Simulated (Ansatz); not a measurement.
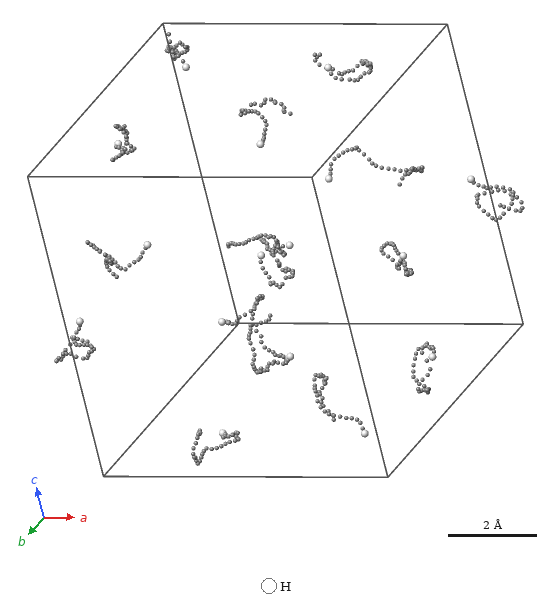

First-principles dynamics of a 16-atom cell of H (set up in Cmcm), 75 fs long. Dots mark each atom's position at evenly spaced times, in the colour of its element; spheres stand at the starting positions. Seen from a free direction in the simulation cell.

Theory: DFT PBE, scalar-relativistic, plane waves, PAW (Ansatz 0.2.0). Settings: plane-wave cutoff 420 eV; k-point mesh 2 × 2 × 2; Fermi-Dirac smearing 0.155 eV; volume 1.06 times that of the relaxed crystal; Langevin thermostat (NVT); set temperature 1800 K; time step 0.5 fs; friction 0.05 per fs.

The input:
```yaml
crystal:
  lattice:
    - [-3.3617284453, 5.5705286923, 0.0]
    - [-3.3617284453, -5.5705286923, 0.0]
    - [3.3617284453, 0.0, 6.4375994428]
  atoms:
    - { symbol: H, position: [0.715853225, 0.783661725, 0.99951495] }
    - { symbol: H, position: [0.715853225, 0.283661725, 0.99951495] }
    - { symbol: H, position: [0.215853225, 0.783661725, 0.99951495] }
    - { symbol: H, position: [0.215853225, 0.283661725, 0.99951495] }
    - { symbol: H, position: [0.284146775, 0.216338275, 0.00048505] }
    - { symbol: H, position: [0.284146775, 0.716338275, 0.00048505] }
    - { symbol: H, position: [0.784146775, 0.216338275, 0.00048505] }
    - { symbol: H, position: [0.784146775, 0.716338275, 0.00048505] }
    - { symbol: H, position: [0.533661725, 0.465853225, 0.49951495] }
    - { symbol: H, position: [0.533661725, 0.965853225, 0.49951495] }
    - { symbol: H, position: [0.033661725, 0.465853225, 0.49951495] }
    - { symbol: H, position: [0.033661725, 0.965853225, 0.49951495] }
    - { symbol: H, position: [0.466338275, 0.534146775, 0.50048505] }
    - { symbol: H, position: [0.466338275, 0.034146775, 0.50048505] }
    - { symbol: H, position: [0.966338275, 0.534146775, 0.50048505] }
    - { symbol: H, position: [0.966338275, 0.034146775, 0.50048505] }
basis:
  ecutwfc: 420
kpoints:
  mp_grid: { grid: [2, 2, 2], shift: [0.5, 0.5, 0.5] }
hamiltonian:
  xc: pbe
scf:
  occupations: { method: fermi_dirac, width: 0.1551 }
  lower_state_search: "off"
  convergence: { dr2_threshold: 1.0e-07 }
output:
  forces: true
  stress: true
md:
  timestep: 0.5
  n_steps: 150
  ensemble: nvt_langevin
  temperature: 1800.0
  initial_velocities: maxwell_boltzmann
  seed: 1095
  friction: 0.05
```

Launched with:
```bash
ansatz run input.yaml --threads 4 --pin off --max-ram 5120MiB --backend cpu --events-out ev --progress --plain --runs-dir out
```

Describe the motion.

Root-mean-square distances from the starting positions over the second half, with the common drift of all atoms taken out: H 1.02 Å. The molecules turn and drift from their places. The mean temperature in the second half is 1488 K (standard deviation 305 K). The potential energy in the second half lies on average 62.5 meV per atom above the first frame. The mean pressure there is 1.3 GPa.

Cost: 66 s on 4 threads of Arm Neoverse V1, with other jobs on the host, peak memory 0.41 GiB.
